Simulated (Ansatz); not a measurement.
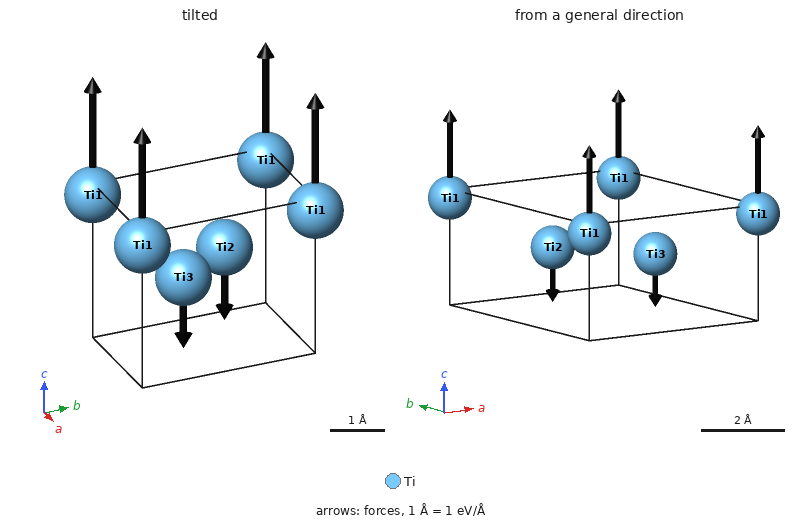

A spheres-only rendering, viewed slightly off an axis and from a general direction. Atoms at the boundary of the simulation cell (the box) are drawn once for each face, edge or corner they touch. The arrows are the computed forces on the atoms.

System: Ti. The calculation used DFT PBE, scalar-relativistic, plane waves, PAW (Ansatz), with a kinetic-energy cutoff of 420 eV, k-point mesh 12×12×12, Gaussian smearing of 0.1 eV, no spin polarisation.

> Could this be the end point of a relaxation?

No. The atoms still feel forces of up to about 1.8 eV/Å, far above a usual threshold of 0.01 to 0.03 eV/Å.

> Which atom is furthest from force balance?

Ti1, about 1.8 eV/Å.

The initial geometry was a structure listed in the Materials Project. The cell was then strained or its atoms displaced on purpose. It was the input of a calculation with Ansatz.
